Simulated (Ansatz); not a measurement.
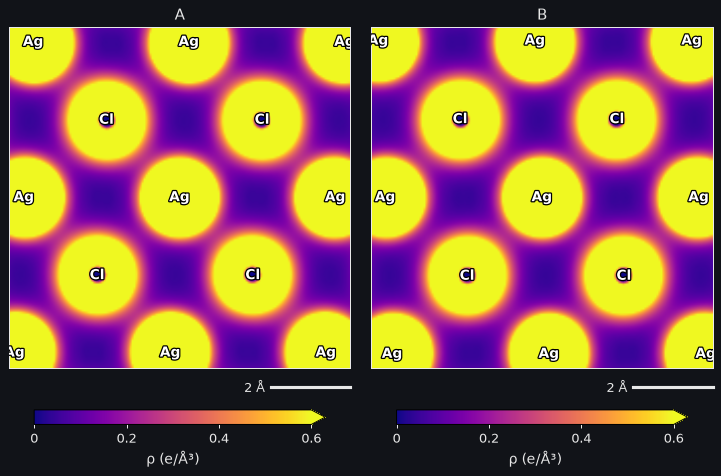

AgCl. The valence pseudo-density of two cells that differ in size and shape, on the (101) plane of each (indices in the axes of the calculation cell), at one length scale and on one colour scale; one has 20.7 and the other 22.3 Å³ an atom.

Space group I4/mmm.

The calculation used DFT r2SCAN, scalar-relativistic, plane waves, PAW in Ansatz 0.2.0.

The density is the valence pseudo-density of a PAW calculation; it isn't the true density close to the nuclei.

### Which is the denser cell? Describe the effect of the change.

Panel A is the smaller cell, by 7 % in volume. From the larger cell to the smaller, Ag–Cl goes from 2.73 to 2.69 Å, and the density at its midpoint from 0.24 to 0.26 e/Å³; the pressure goes from −1.8 to 2.1 GPa; the Kohn–Sham gap goes from 1.4 eV to 1.3 eV.
